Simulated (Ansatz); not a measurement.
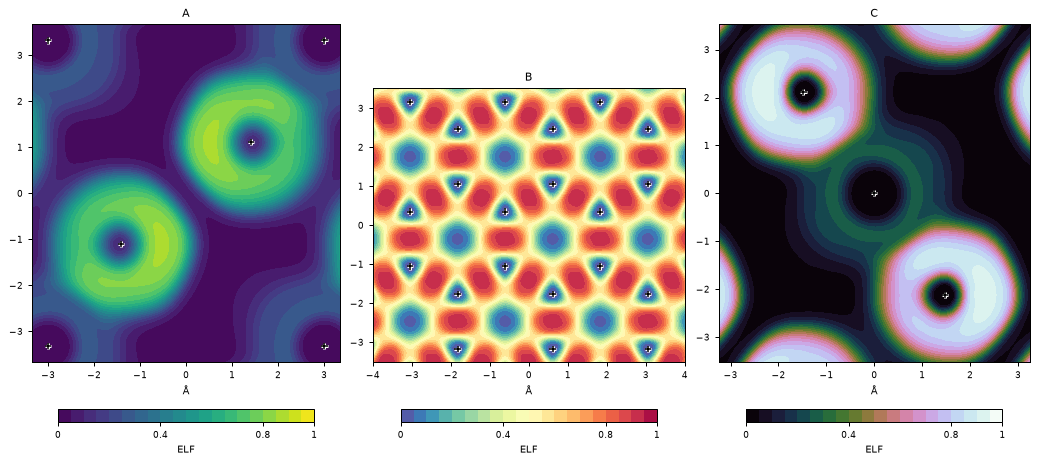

The electron localisation function of 3 systems, each on a plane through atoms (crosses mark nuclei in the plane).

All numbers below come from Ansatz, DFT PBE+D3(BJ), scalar-relativistic, plane waves, PAW.

System 1: SnSe₂, the (110) plane of the conventional cell. Space group P-3m1.

```
Sn Se
1.0
     3.83905    0.00000    0.00000
    -1.91952    3.32471    0.00000
     0.00000    0.00000    6.01163
Sn Se
1 2
Direct
  0.00000 0.00000 0.00000
  0.33333 0.66667 0.26515
  0.66667 0.33333 0.73485
```

System 2: C, the (001) plane of the conventional cell. Space group R-3m; a structure from a database of computed crystals, not necessarily the ambient phase; computed pressure about 18 GPa in this cell.

```
C
1.0
     2.11121    1.21893   -0.01200
    -2.11121    1.21893    0.01200
     0.04792    0.00000    8.43250
C
6
Direct
  0.33333 0.66667 0.00049
  0.00000 0.00000 0.33382
  0.66667 0.33333 0.66716
  0.33333 0.66667 0.33284
  0.00000 0.00000 0.66618
  0.66667 0.33333 0.99951
```

System 3: SnS₂, the (110) plane of the conventional cell. Space group P-3m1.

```
Sn S
1.0
     3.66974    0.00000    0.00000
    -1.83487    3.17809    0.00000
     0.00000    0.00000    5.79992
Sn S
1 2
Direct
  0.00000 0.00000 0.00000
  0.66667 0.33333 0.25486
  0.33333 0.66667 0.74514
```

### Which map belongs to which system?

Panel A is system 1, SnSe₂: the plane holds Sn and Se. Sn–Se (2.73 Å): the ELF is about 0.60 at the midpoint. Panel B is system 2, C: the plane holds C. C–C (1.41 Å): the ELF peaks at about 0.95 between the atoms: localised, covalent bonding. Panel C is system 3, SnS₂: the plane holds Sn and S. Sn–S (2.58 Å): the ELF peaks at about 0.85 in the valence shell of S, 0.8 Å from its nucleus, and is about 0.55 at the midpoint.
